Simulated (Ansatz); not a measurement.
# Mg6O7 (slab): what the fields show

The calculation's input:

```
crystal:
  lattice:
    - [2.9728306127, 0.0, 0.0]
    - [-1.4864153063, 2.5745468317, 0.0]
    - [0.0, 0.0, 29.5638361856]
  atoms:
    - { symbol: O, position: [0.3333333333, 0.6666666667, 0.2536883222] }
    - { symbol: Mg, position: [0.6666666667, 0.3333333333, 0.2947402685] }
    - { symbol: O, position: [0.0, 0.0, 0.3357922148] }
    - { symbol: Mg, position: [0.3333333333, 0.6666666667, 0.3768441611] }
    - { symbol: O, position: [0.6666666667, 0.3333333333, 0.4178961074] }
    - { symbol: Mg, position: [0.0, 0.0, 0.4589480537] }
    - { symbol: O, position: [0.3333333333, 0.6666666667, 0.5] }
    - { symbol: Mg, position: [0.6666666667, 0.3333333333, 0.5410519463] }
    - { symbol: O, position: [0.0, 0.0, 0.5821038926] }
    - { symbol: Mg, position: [0.3333333333, 0.6666666667, 0.6231558389] }
    - { symbol: O, position: [0.6666666667, 0.3333333333, 0.6642077852] }
    - { symbol: Mg, position: [0.0, 0.0, 0.7052597315] }
    - { symbol: O, position: [0.3333333333, 0.6666666667, 0.7463116778] }
basis:
  ecutwfc: 500
kpoints:
  mp_grid: { grid: [9, 9, 1] }
hamiltonian:
  xc: r2scan
scf:
  occupations: { method: gaussian, width: 0.05 }
output:
  forces: true
  stress: true
  eigenvalues: true
  write_density: true
  write_potential: true
  elf: true
  volumetric_format: npy
efield:
  axis: 3
  dipole_correction: true
  ramp_width: 0.04
```

Launched as:

```sh
ansatz run input.yaml --threads 1 --pin off --max-ram 2560MiB --backend cpu --events-out ev --progress --plain --runs-dir out
```

Changed on purpose from its base cell (repeats removed: -1); not relaxed (largest force 1.0 eV/Å).

The calculation used Ansatz, DFT r2SCAN, scalar-relativistic, plane waves, PAW.

Core electrons are frozen (PAW), and the valence fields are smoothed inside the atomic spheres.

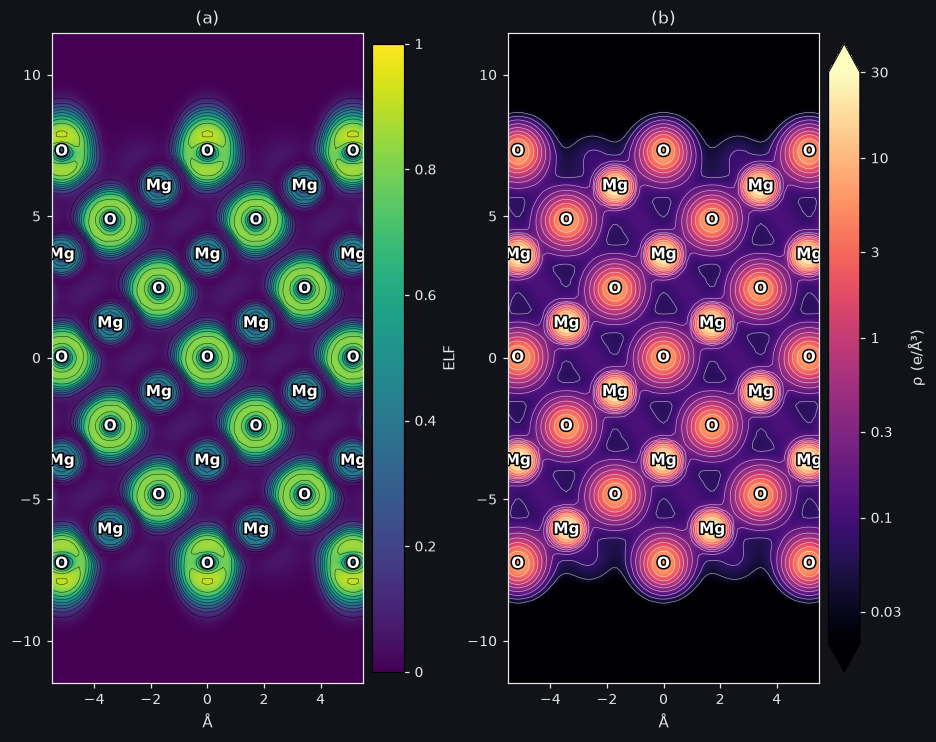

Figure 1. (a) ELF; (b) valence electron density on the (110) plane of the calculation cell, a cut from vacuum to vacuum.

What does the map show?

Answer. The plane passes through O and Mg nuclei.
Mg–O (2.10 Å): ρ at the midpoint is about 0.34 e/Å³; the ELF peaks at about 0.85 in the valence shell of O, 0.6 Å from its nucleus, and is about 0.35 at the midpoint.
The density dies away to nearly zero in the vacuum.

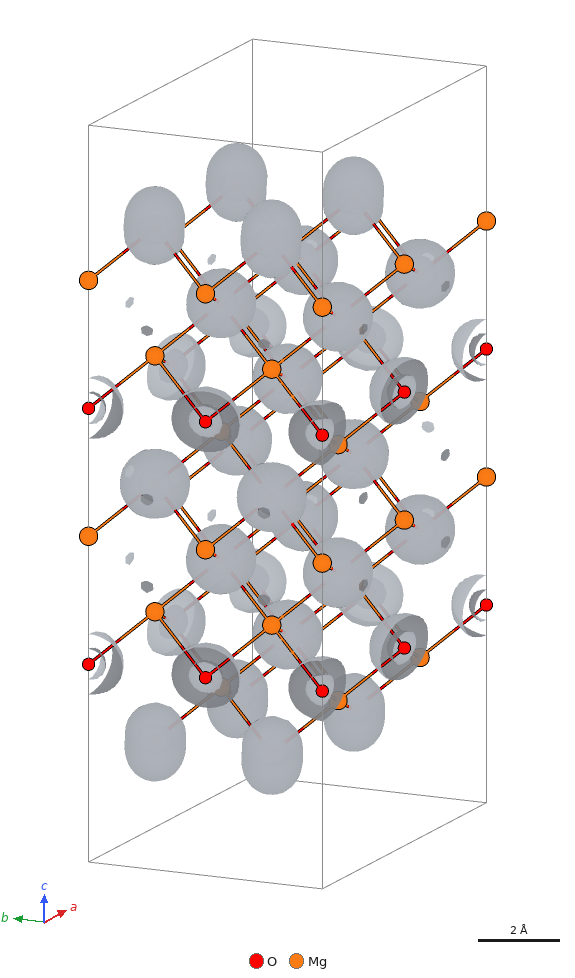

Figure 2. Isosurface of the electron localisation function at 0.75 (grey), seen at an oblique angle. Core shells and regions of very low density are left out. Sticks mark near contacts.

Where are the electrons localised?

Answer. The surface consists of seven regions wrapped around O (the valence shell of each), counted in one cell of 13 atoms. Counts are for one cell; the picture repeats the cell along the surface.

Does the calculation make it a metal, or give it a gap?

Answer. It is metallic or semimetallic at this level of theory: no gap opens.
